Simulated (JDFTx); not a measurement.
## PbO: band-structure run

- system: PbO (P4/nmm, 4 atoms in the cell)
- method: Kohn-Sham DFT of a periodic cell, LDA, PseudoDojo-SR-LDA-0.4.1-standard, no spin polarisation (JDFTx 1.7.0 (patched build))

The structure derives from an entry of the Crystallography Open Database.

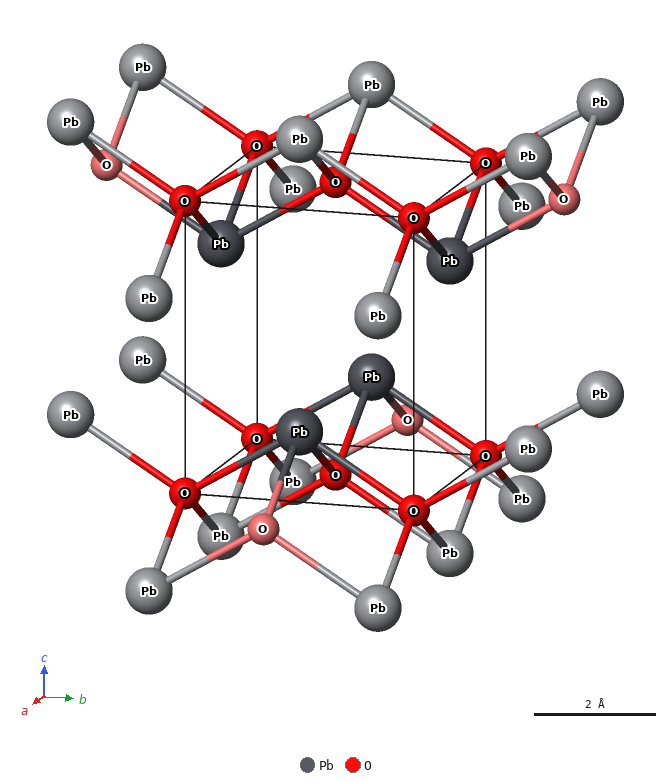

**Figure 1.** The structure as given in the input (ball-and-stick view of the cell of the calculation, seen slightly off an axis; neighbours outside the cell are drawn fainter). Near neighbours in the crystal (not all of them lie inside the picture): Pb has 4 O at 2.33 Å; O has 4 Pb at 2.33 Å.

Input:
```
lattice Tetragonal 7.5400072373 9.4675278844
coords-type Lattice
ion Pb     0.5000000000     0.0000000000     0.7600000000 1
ion Pb     0.0000000000     0.5000000000     0.2400000000 1
ion O      0.5000000000     0.5000000000     0.0000000000 1
ion O      0.0000000000     0.0000000000     0.0000000000 1

ion-species pseudo/Pb.upf
ion-species pseudo/O.upf
elec-cutoff 42 336
elec-ex-corr lda-PW
elec-smearing Fermi 0.0018374661
elec-n-bands 27
electronic-minimize nIterations 30 energyDiffThreshold 1e-06
davidson-band-ratio 1.3
forces-output-coords Cartesian
include path.kpoints
symmetries none
fix-electron-density run.$VAR

dump-name bands.$VAR
dump End Ecomponents EigStats BandEigs Kpoints Forces
```

File path.kpoints:
```
kpoint +0.0000000000 +0.0000000000 +0.0000000000 0.020000000000
kpoint +0.0000000000 +0.1250000000 +0.0000000000 0.020000000000
kpoint +0.0000000000 +0.2500000000 +0.0000000000 0.020000000000
kpoint +0.0000000000 +0.3750000000 +0.0000000000 0.020000000000
kpoint +0.0000000000 +0.5000000000 +0.0000000000 0.020000000000
kpoint +0.1000000000 +0.5000000000 +0.0000000000 0.020000000000
kpoint +0.2000000000 +0.5000000000 +0.0000000000 0.020000000000
kpoint +0.3000000000 +0.5000000000 +0.0000000000 0.020000000000
kpoint +0.4000000000 +0.5000000000 +0.0000000000 0.020000000000
kpoint +0.5000000000 +0.5000000000 +0.0000000000 0.020000000000
kpoint +0.4285714286 +0.4285714286 +0.0000000000 0.020000000000
kpoint +0.3571428571 +0.3571428571 +0.0000000000 0.020000000000
kpoint +0.2857142857 +0.2857142857 +0.0000000000 0.020000000000
kpoint +0.2142857143 +0.2142857143 +0.0000000000 0.020000000000
kpoint +0.1428571429 +0.1428571429 +0.0000000000 0.020000000000
kpoint +0.0714285714 +0.0714285714 +0.0000000000 0.020000000000
kpoint +0.0000000000 +0.0000000000 +0.0000000000 0.020000000000
kpoint +0.0000000000 +0.0000000000 +0.1250000000 0.020000000000
kpoint +0.0000000000 +0.0000000000 +0.2500000000 0.020000000000
kpoint +0.0000000000 +0.0000000000 +0.3750000000 0.020000000000
kpoint +0.0000000000 +0.0000000000 +0.5000000000 0.020000000000
kpoint +0.0000000000 +0.1000000000 +0.5000000000 0.020000000000
kpoint +0.0000000000 +0.2000000000 +0.5000000000 0.020000000000
kpoint +0.0000000000 +0.3000000000 +0.5000000000 0.020000000000
kpoint +0.0000000000 +0.4000000000 +0.5000000000 0.020000000000
kpoint +0.0000000000 +0.5000000000 +0.5000000000 0.020000000000
kpoint +0.1000000000 +0.5000000000 +0.5000000000 0.020000000000
kpoint +0.2000000000 +0.5000000000 +0.5000000000 0.020000000000
kpoint +0.3000000000 +0.5000000000 +0.5000000000 0.020000000000
kpoint +0.4000000000 +0.5000000000 +0.5000000000 0.020000000000
kpoint +0.5000000000 +0.5000000000 +0.5000000000 0.020000000000
kpoint +0.4375000000 +0.4375000000 +0.5000000000 0.020000000000
kpoint +0.3750000000 +0.3750000000 +0.5000000000 0.020000000000
kpoint +0.3125000000 +0.3125000000 +0.5000000000 0.020000000000
kpoint +0.2500000000 +0.2500000000 +0.5000000000 0.020000000000
kpoint +0.1875000000 +0.1875000000 +0.5000000000 0.020000000000
kpoint +0.1250000000 +0.1250000000 +0.5000000000 0.020000000000
kpoint +0.0625000000 +0.0625000000 +0.5000000000 0.020000000000
kpoint +0.0000000000 +0.0000000000 +0.5000000000 0.020000000000
kpoint +0.0000000000 +0.5000000000 +0.0000000000 0.020000000000
kpoint +0.0000000000 +0.5000000000 +0.1000000000 0.020000000000
kpoint +0.0000000000 +0.5000000000 +0.2000000000 0.020000000000
kpoint +0.0000000000 +0.5000000000 +0.3000000000 0.020000000000
kpoint +0.0000000000 +0.5000000000 +0.4000000000 0.020000000000
kpoint +0.0000000000 +0.5000000000 +0.5000000000 0.020000000000
kpoint +0.5000000000 +0.5000000000 +0.0000000000 0.020000000000
kpoint +0.5000000000 +0.5000000000 +0.1250000000 0.020000000000
kpoint +0.5000000000 +0.5000000000 +0.2500000000 0.020000000000
kpoint +0.5000000000 +0.5000000000 +0.3750000000 0.020000000000
kpoint +0.5000000000 +0.5000000000 +0.5000000000 0.020000000000
```

Run on 1 thread of Arm Neoverse V2, 24 GiB of memory available, shared host.

Run as:
```bash
jdftx -c 1 -i bands.in -o bands.out
```

What the program printed:
```
*************** JDFTx 1.7.0 (patched build) ***************

Input parsed successfully to the following command list (including defaults):
[... the input with its defaults ...]

---------- Initializing the Grid ----------
R =
[      7.54001            0            0  ]
[            0      7.54001            0  ]
[            0            0      9.46753  ]
unit cell volume = 538.245
G =
[   0.833313          0          0  ]
[          0   0.833313          0  ]
[          0          0   0.663656  ]
Minimum fftbox size, Smin = [  64  64  80  ]
Chosen fftbox size, S = [  64  64  80  ]

---------- Initializing tighter grid for wavefunction operations ----------
R =
[      7.54001            0            0  ]
[            0      7.54001            0  ]
[            0            0      9.46753  ]
unit cell volume = 538.245
G =
[   0.833313          0          0  ]
[          0   0.833313          0  ]
[          0          0   0.663656  ]
Minimum fftbox size, Smin = [  44  44  56  ]
Chosen fftbox size, S = [  48  48  56  ]

---------- Exchange Correlation functional ----------
Initalized Slater LDA exchange.
Initalized Perdew-Wang LDA correlation.

---------- Setting up pseudopotentials ----------
Width of ionic core gaussian charges (only for fluid interactions / plotting) set to 0

Reading pseudopotential file 'pseudo/Pb.upf':
  'Pb' pseudopotential, 'SLA  PW   NOGX NOGC' functional
  Generated using ONCVPSP code by D. R. Hamann
  14 valence electrons, 3 orbitals, 6 projectors, 1001 radial grid points, with lMax = 2
    5D    l: 2   occupation: 10.0   eigenvalue: -0.782505
    6S    l: 0   occupation:  2.0   eigenvalue: -0.452800
    6P    l: 1   occupation:  2.0   eigenvalue: -0.136146
  Core radius for overlap checks: 2.30 bohrs.

Reading pseudopotential file 'pseudo/O.upf':
  'O' pseudopotential, 'SLA  PW   NOGX NOGC' functional
  Generated using ONCVPSP code by D. R. Hamann
  6 valence electrons, 2 orbitals, 5 projectors, 926 radial grid points, with lMax = 2
    2S    l: 0   occupation:  2.0   eigenvalue: -0.872925
    2P    l: 1   occupation:  4.0   eigenvalue: -0.338004
  Core radius for overlap checks: 1.39 bohrs.

Initialized 2 species with 4 total atoms.

Folded 50 k-points by 1x1x1 to 50 k-points.

---------- Setting up k-points, bands, fillings ----------
No reducable k-points.
Computing the number of bands and number of electrons
Calculating initial fillings.
nElectrons:  40.000000   nBands: 27   nStates: 50

----- Setting up reduced wavefunction bases (one per k-point) -----
average nbasis = 6998.240 , ideal nbasis = 6997.583

---------- Setting up ewald sum ----------
Optimum gaussian width for ewald sums = 2.575689 bohr.
Real space sum over 1089 unit cells with max indices [  5  5  4  ]
Reciprocal space sum over 2535 terms with max indices [  6  6  7  ]

---------- Allocating electronic variables ----------
Reading n from file 'run.n' ... done
Initializing wave functions:  linear combination of atomic orbitals
Note: number of bands (27) exceeds available atomic orbitals (26)

----------- Band structure minimization -------------
Minimization will be done independently for each quantum number.

---- Minimization of quantum number:     0  [ +0.0000000 +0.0000000 +0.0000000 ]  0.040000000 ----
BandDavidson: Iter:   0  Eband: +0.091279115299672
BandDavidson: Iter:   1  Eband: +0.077468873144388  dEband: -1.381024e-02
BandDavidson: Iter:   2  Eband: +0.071382068743245  dEband: -6.086804e-03
BandDavidson: Iter:   3  Eband: +0.070026512346957  dEband: -1.355556e-03
[... 658 lines of inner loops ...]
BandDavidson: Iter:   8  Eband: +0.065078456754696  dEband: -1.185618e-06
BandDavidson: Iter:   9  Eband: +0.065077941777480  dEband: -5.149772e-07
BandDavidson: Converged (dEband<1.000000e-06)
	FillingsUpdate:  mu: +0.328222712  nElectrons: 40.000000

Dumping 'bands.eigStats' ...
	eMin: -0.351660 at state 0 ( [ +0.000000 +0.000000 +0.000000 ] spin 0 )
	HOMO: +0.307862 at state 15 ( [ +0.071429 +0.071429 +0.000000 ] spin 0 )
	mu  : +0.328223
	LUMO: +0.348573 at state 45 ( [ +0.500000 +0.500000 +0.000000 ] spin 0 )
	eMax: +0.711400 at state 30 ( [ +0.500000 +0.500000 +0.500000 ] spin 0 )
	HOMO-LUMO gap: +0.040711
	Optical gap  : +0.074345 at state 45 ( [ +0.500000 +0.500000 +0.000000 ] spin 0 )
Done!
```

Key numbers:

- outcome: converged
- space group (tolerance 0.01 Å): P4/nmm (129)
- electrons treated: 40
- gap on the band path: 1.11 eV
- wall time: 82 s
- peak memory: 0.23 GiB

Remarks:

Points of doubt noted for this run: coarse mesh. Spin–orbit coupling is left out, which matters for Pb.
